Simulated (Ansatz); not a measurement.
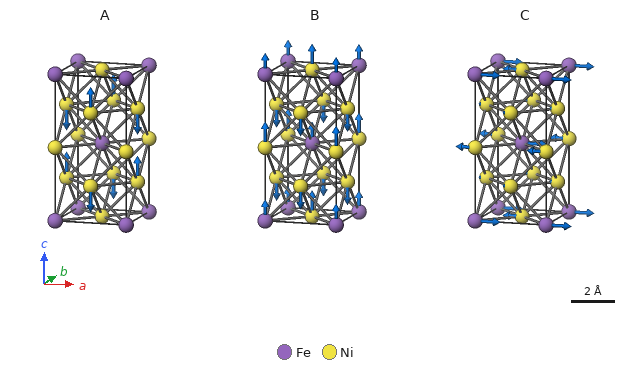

Three optical modes of solid FeNi3 at the zone centre, in no order (one member of each degenerate set). Displacements are drawn as blue arrows; their common scale and sign are arbitrary. The picture is a ball-and-stick view of the conventional cell (2 times the calculation's cell), seen slightly off an axis. Lengths and directions refer to the drawn axes.

The calculation used Ansatz 0.2.0, DFT PBE, scalar-relativistic, plane waves, PAW. Settings: plane-wave cutoff 420 eV; k-point mesh 18 × 18 × 18; occupations gaussian; smearing width 0.2 eV; collinear spin.

The frequencies depend somewhat on the k-mesh and the smearing.

Order them from the lowest to the highest frequency (imaginary ones first).

A (201 cm⁻¹), C (234 cm⁻¹), B (266 cm⁻¹). A, B₁g: The Fe and Ni (2b) atoms stay at rest; all motion is along c; atoms of one kind move against one another, with no net shift of their sublattice. C, E_u: The Fe sublattice moves against the Ni (2b) and Ni (4d) sublattices, along a; the kinetic energy is shared as Fe 64 %, Ni 36 %. B, A₂u: The Ni (2b) and Fe sublattices move against the Ni (4d) sublattice, along c; the kinetic energy is shared as Ni 82 %, Fe 18 %. The crystal is metallic in this run.
